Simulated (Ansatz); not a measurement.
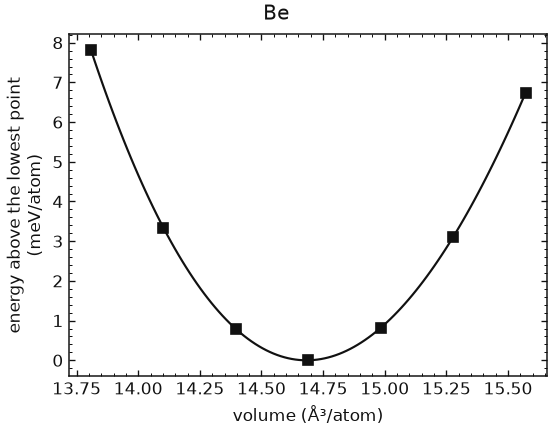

Plotted: energy above the lowest point against volume for Be, space group Fd-3m (No. 227) (one of a set of cubic test structures, which need not be the stable phase).

How it was computed, with Ansatz 0.2.0 development build: equation of state of a cubic crystal from periodic Kohn-Sham density functional theory without spin, third-order Birch-Murnaghan fit to the free energies; pressure corrected for the finite basis. Level: PBE.

- structure type: diamond
- atoms in cell: 2
- space group number: 227
- lattice centring: face-centred primitive
- k mesh: 19×19×19
- occupation method: Fermi–Dirac
- occupation width: 0.06123 eV
- wave cutoff: 700 eV
- datasets: hard PAW
- density tolerance: 1e−09 eV
- bands: 8
- density cutoff ratio: 4
- search for lower states: default

From this curve and the settings, what does the calculation give for the pressure at the same points?

The pressure falls from 2.998 GPa at volume 13.81 Å³/atom to −2.325 GPa at 15.57 Å³/atom, and changes sign near 14.68 Å³/atom.

```tsv
volume (Å³/atom)	pressure (GPa)
13.81	2.998
14.10	1.900
14.40	0.900
14.69	-0.020
14.98	-0.860
15.28	-1.624
15.57	-2.325
```

Caveats: cubic model structure, not the ambient form; modest k-mesh, values are not fully converged in k.
